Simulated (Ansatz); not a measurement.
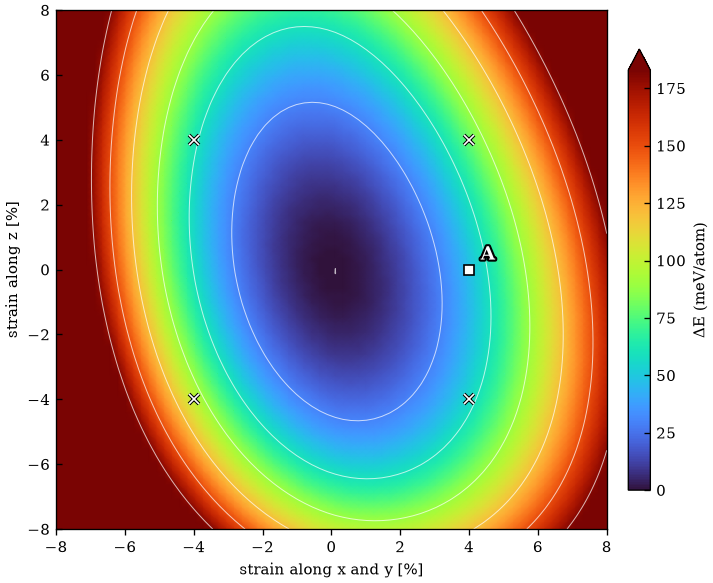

Al2O3 (Pnnm, No. 58; 10 atoms in the cell). The cell is strained homogeneously, by one strain along x and y and another along z, with fractional coordinates fixed (x along [1 0 0], z along [0 0 1] of the conventional cell). The first coordinate is: strain along x and y; the second: strain along z. The grid has 5 × 5 points. At 4 points there is no value. Points are written as (first, second). All energies are given in meV/atom relative to the lowest grid point. Computed with Ansatz 0.2.0, DFT PBE, scalar-relativistic, plane waves, PAW. Settings: cutoff 420 eV, k-mesh 6×4×8 in the order of the run's cell vectors, gaussian smearing 0.05 eV, no spin polarisation.

Drawn: a smooth colour map with a few white contour lines, crosses at grid points without a value, one colour for all values above the top of the scale, the point A. Between grid points the surface is interpolated.

Question: Which way does the force act at A, and how strong is it?

Answer: A, at (4 %, 0 %), is not a stationary point. The computed force is 23 meV/atom for each 1 % towards smaller values of strain along x and y and 3.3 meV/atom for each 1 % towards smaller values of strain along z.
